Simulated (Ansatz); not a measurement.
System: AlCo.

Input file:

```
crystal:
  lattice:
    - [2.6837429181, 0.0, 0.0]
    - [0.0, 2.6837429181, 0.0]
    - [0.0, 0.0, 3.2204915017]
  atoms:
    - { symbol: Al, position: [0.0, 0.0, 0.0] }
    - { symbol: Co, position: [0.5, 0.5, 0.5] }
basis:
  ecutwfc: 420
kpoints:
  mp_grid: { grid: [24, 24, 24] }
hamiltonian:
  xc: pbe
scf:
  occupations: { method: gaussian, width: 0.15 }
output:
  forces: true
  stress: true
  eigenvalues: true
  write_density: true
  write_potential: true
  elf: true
  volumetric_format: npy
```

Run with:

```sh
ansatz run input.yaml --threads 1 --pin off --max-ram 2560MiB --backend cpu --events-out ev --progress --plain --runs-dir out
```

Below, planes, directions and counts refer to the conventional cell (a = 2.68 Å, b = 2.68 Å, c = 3.22 Å, α = 90.00°, β = 90.00°, γ = 90.00°).

Space group P4/mmm; a structure from a database of computed crystals, not necessarily the ambient phase; computed pressure about 3 GPa in this cell; computed without spin polarisation.

Level of theory: DFT PBE, scalar-relativistic, plane waves, PAW in Ansatz 0.2.0.

Q: Predict the valence pseudo-density and electron localisation function between the atoms.

A: Al–Co (2.49 Å): ρ is about 0.31 e/Å³ halfway; the ELF is about 0.40 at the midpoint.
Al–Al (2.68 Å): ρ at the midpoint is about 0.25 e/Å³; the ELF reaches about 0.55 near the midpoint.
Co–Co (2.68 Å): ρ at the midpoint is about 0.32 e/Å³; the ELF is about 0.40 at the midpoint.

Q: Does the calculation make it a metal, or give it a gap?

A: It is gapless in this calculation (a metal or semimetal).

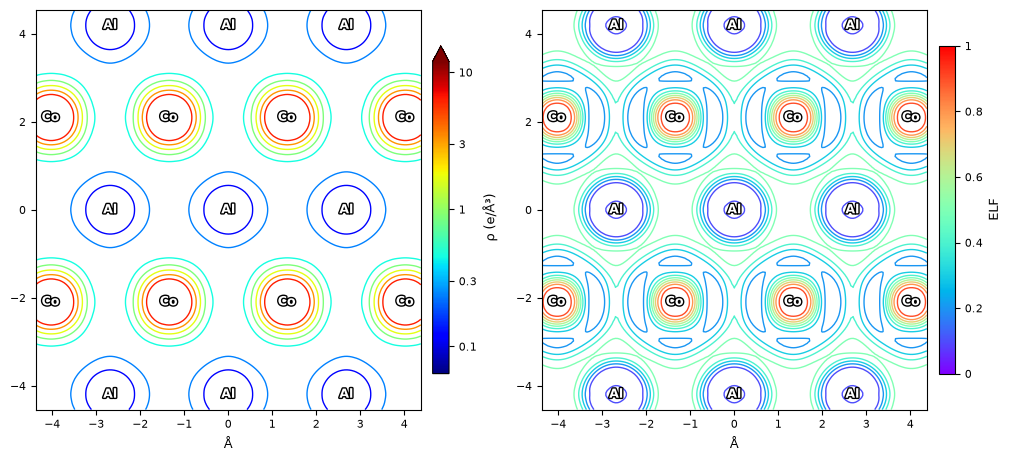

Computed valence pseudo-density and electron localisation function on the (011̄) plane of the conventional cell, in this order. 

In a PAW calculation such maps are meaningful between the atoms, not at the nuclei.
